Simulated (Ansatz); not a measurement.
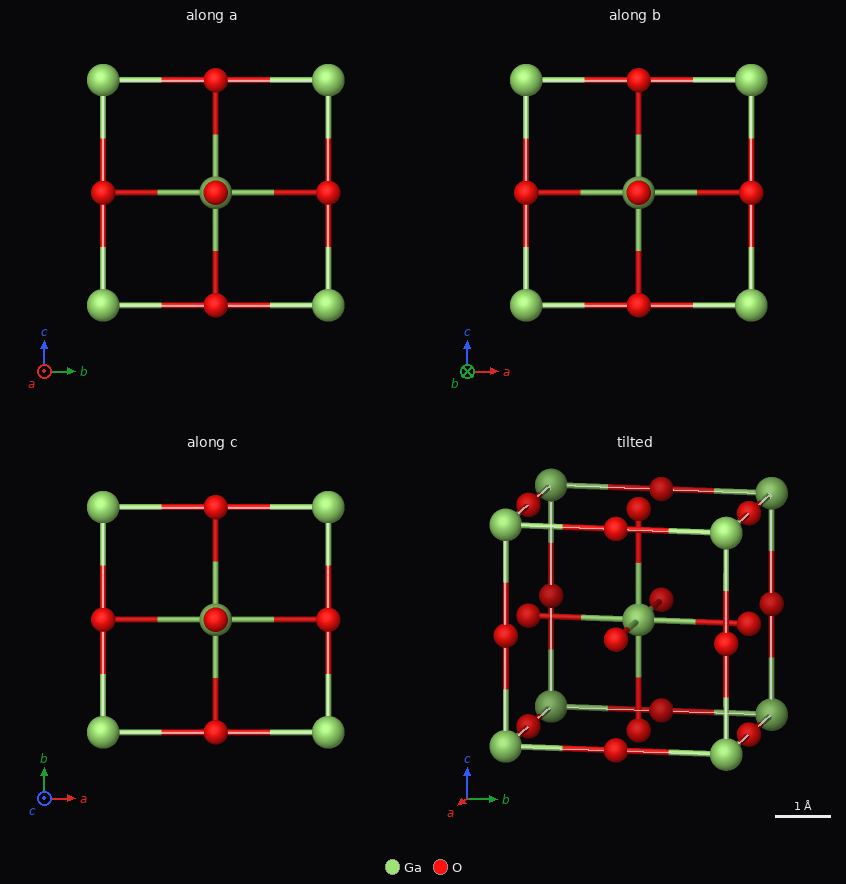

The crystal in a ball-and-stick representation, seen along the a axis, along the b axis, along the c axis and slightly off an axis. Atoms at the boundary of the conventional unit cell (the box) are drawn once for each face, edge or corner they touch.

Lattice parameters: a = 4.151 Å, b = 4.151 Å, c = 4.151 Å, α = 90.00°, β = 90.00°, γ = 90.00°.

> Turn the picture into a table of Wyckoff sites.

Space group Im-3m (No. 229).
```tsv
atom	site	x	y	z
Ga	2a	0.0000	0.0000	0.0000
O	6b	0.5000	0.0000	0.0000
```

It goes back to a random cell made by a generator, so it need not be a real form of the compound. Earlier steps of the study, as a rule a relaxation of our own, may have changed the cell and positions, so they can lie some per cent off the listed ones. It went into a calculation with Ansatz.
